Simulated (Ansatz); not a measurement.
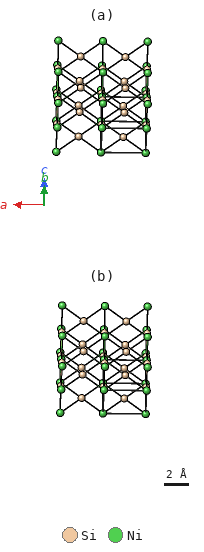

The structure of crystalline Si$_{2}$Ni (a generated structure, set up in P4/mmm) (coarse preliminary run) before (top) and after (bottom) a relaxation, at one scale.

A ball-and-stick model of the cell of the calculation, repeated 2 × 2 × 2 with one cell outlined, seen from a free direction.

Theory: Ansatz, DFT PBE, scalar-relativistic, plane waves, PAW.

Input
```yaml
crystal:
  lattice:
    - [3.82683527, 0.0, 0.0]
    - [0.0, 3.82683527, 0.0]
    - [0.0, 0.0, 3.18764604]
  atoms:
    - { symbol: Si, position: [0.0, 0.5, 0.5] }
    - { symbol: Si, position: [0.5, 0.0, 0.5] }
    - { symbol: Ni, position: [0.0, 0.0, 0.0], spin: 2.0 }
basis:
  ecutwfc: 420
kpoints:
  mp_grid: { grid: [4, 4, 6] }
hamiltonian:
  xc: pbe
scf:
  occupations: { method: gaussian, width: 0.1 }
  lower_state_search: "off"
output:
  forces: true
  stress: true
  eigenvalues: true
  populations: true
magnetization:
  spin_polarized: true
relax:
  adjacent_minimum: "off"
  f_tol: 0.04
  max_steps: 70
  cell: { stress_tol: 0.4 }
```

Run as
```bash
ansatz run input.yaml --threads 1 --pin off --max-ram 2560MiB --backend cpu --events-out ev --progress --plain --runs-dir out
```

Describe what moved and what it gained.

Answer. The energy falls by 0.215 eV per cell of the calculation in 3 accepted moves (4 points after the start). All forces vanish by symmetry, so only the cell relaxes. Pressure: −11.84 GPa at the start and 0.00 GPa at the end. At 1 point the geometry stayed and the basis and grid were re-selected for the new cell (energy shift of 1.0 meV per cell of the calculation at most each time). The atoms keep their places relative to the cell (all moves are under 0.005 Å). The volume changes by −11.2 %, with a = b 3.827 → 3.657 Å (−4.4 %), c 3.188 → 3.101 Å (−2.7 %). Near-neighbour distances that change, for instance: Si1–Ni3 2.490 → 2.397 Å. The space group stays P4/mmm (No. 123). The program noted that the starting moments weren't kept.

Limits of the set-up: the k-point mesh is coarse for a cell with partly filled bands.
